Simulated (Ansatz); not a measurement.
**Geometry relaxation of ZnO (part 4 of 4)**

Continued. System: ZnO (slab, 36 atoms in the cell). Method: DFT PBEsol, scalar-relativistic, plane waves, PAW, no spin polarisation (Ansatz 0.2.0); cutoff 420 eV, 8×3×1 k-mesh, Gaussian smearing of 0.05 eV. The structure derives from an entry of the Crystallography Open Database. It belongs to a series of runs on one base structure; here: (2 0 1) slab, atoms relaxed.

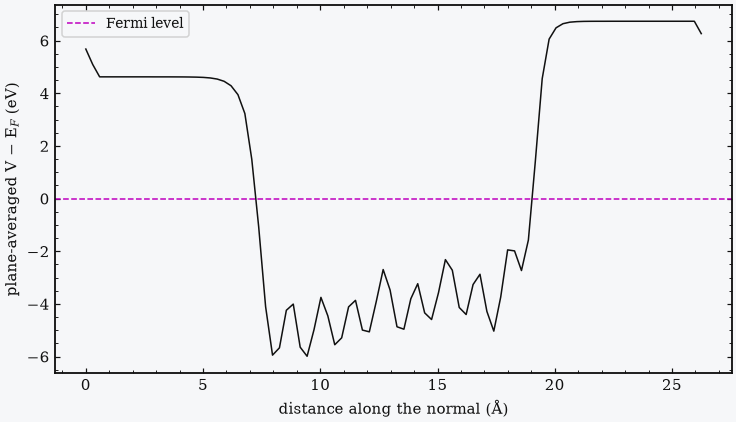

*Plane average of the electrostatic potential energy of an electron across the cell, from the Fermi level.*

The vacuum level lies 6.74 eV above the Fermi level on the upper side and 4.62 eV on the lower.

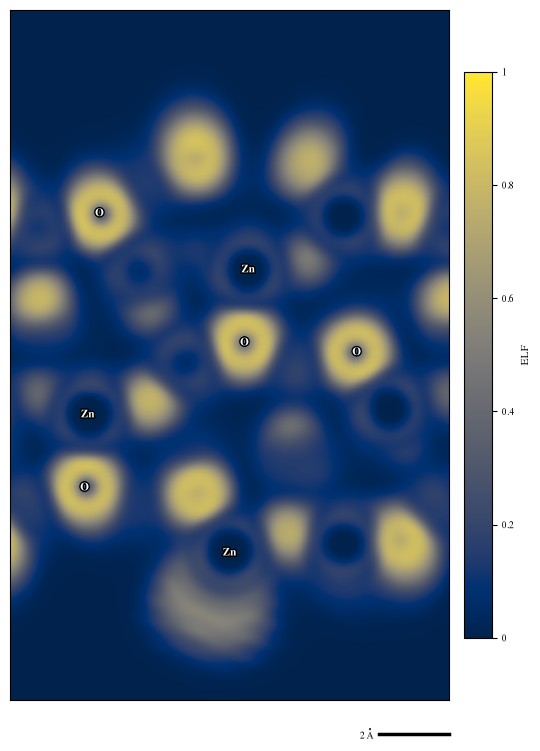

*ELF on the (110) plane of the calculation cell, a cut from vacuum to vacuum.*

The section cuts through Zn and O sites. Zn–O (2.08 Å): the ELF is about 0.20 at the midpoint (a polar contact without a shared pair, in a metal). In a PAW calculation such maps are meaningful between the atoms, not at the nuclei.

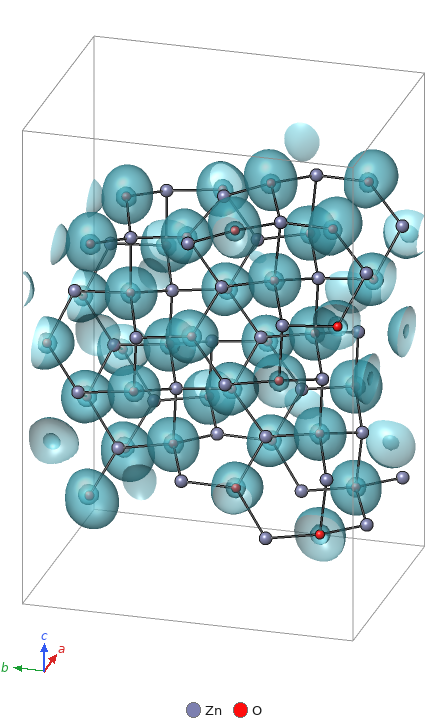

*Isosurface of the electron localisation function at 0.65 (cyan), seen at an oblique angle. Only the valence region is drawn (cores and ρ < 0.01 e/Å³ removed). Sticks mark near contacts.*

Values along the shortest contacts: Zn–O (1.81 Å): the ELF is about 0.35 at the midpoint; no shared pair; the contact is polar. Zn–O (1.86 Å): the ELF is about 0.30 at the midpoint (no shared pair; the contact is polar).

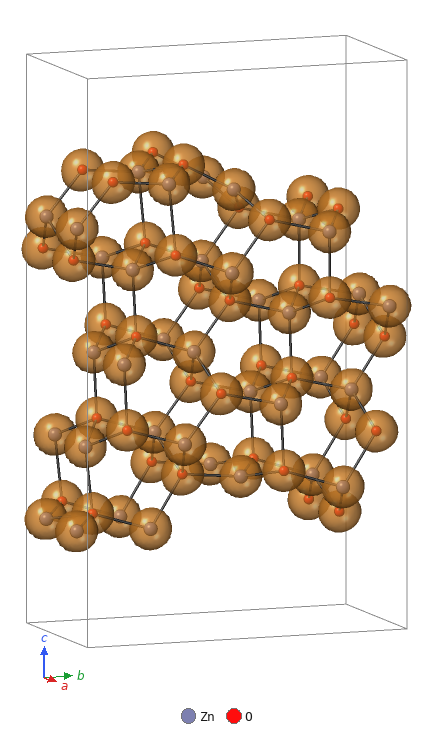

*Isosurface of the valence charge density (pseudo) at 1.5 e/Å³ (orange), seen slightly off an axis. Sticks mark near contacts.*

At this value the density breaks into separate islands; it holds about 65 % of the electrons treated as valence. It is pinched off along the Zn–O (1.81 Å), Zn–O (1.86 Å), Zn–O (1.91 Å) and Zn–O (1.95 Å) contacts. On the grid the lowest density along these lines, outside the cores, is 0.85 e/Å³ (Zn–O, 1.81 Å), 0.77 e/Å³ (Zn–O, 1.86 Å), 0.7 e/Å³ (Zn–O, 1.91 Å) and 0.63 e/Å³ (Zn–O, 1.95 Å).

Summary:

| quantity | value |
| --- | --- |
| outcome | converged |
| electrons treated | 324 |
| free energy | −69150.2907 eV |
| work function, top face | 6.74 eV |
| work function, bottom face | 4.62 eV |
| Fermi energy | 0.487 eV |
| gap on the k-point mesh | none (metallic) |
| final volume | 925.74 Å³ |
| work function (upper face) | 6.74 eV |
| largest force (length of the vector) at the end | 0.004 eV/Å |
| wall time | 33 min (CPU time 2.1 h) |
| peak memory | 4.3 GiB |

Warnings of the run: the k-point mesh lowers the symmetry that the run can use; the exchange-correlation potential is rough where the density is thin.
